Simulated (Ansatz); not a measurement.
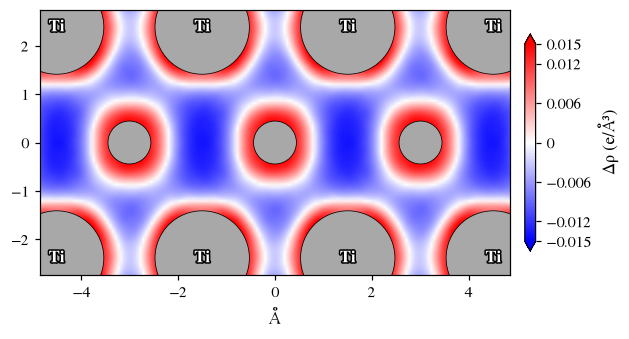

Ti. Difference of the valence pseudo-densities of two functionals at the same geometry, on the (100) plane of the calculation cell: one of LDA and r2SCAN less the other.

Both computed with Ansatz (plane waves, PAW), on the same k-point mesh. Grey discs cover the atomic cores.

```
Ti
1.0
     3.00786    0.00000    0.00000
    -1.50393    2.60488    0.00000
     0.00000    0.00000    4.77179
Ti
2
Direct
  0.66667 0.33333 0.75000
  0.33333 0.66667 0.25000
```

**Which was subtracted from which, and what does the map show?**

It is LDA less r2SCAN. Against r2SCAN, LDA gives more density around Ti (+0.007 e/Å³ on average at 1.1 Å from the nucleus).
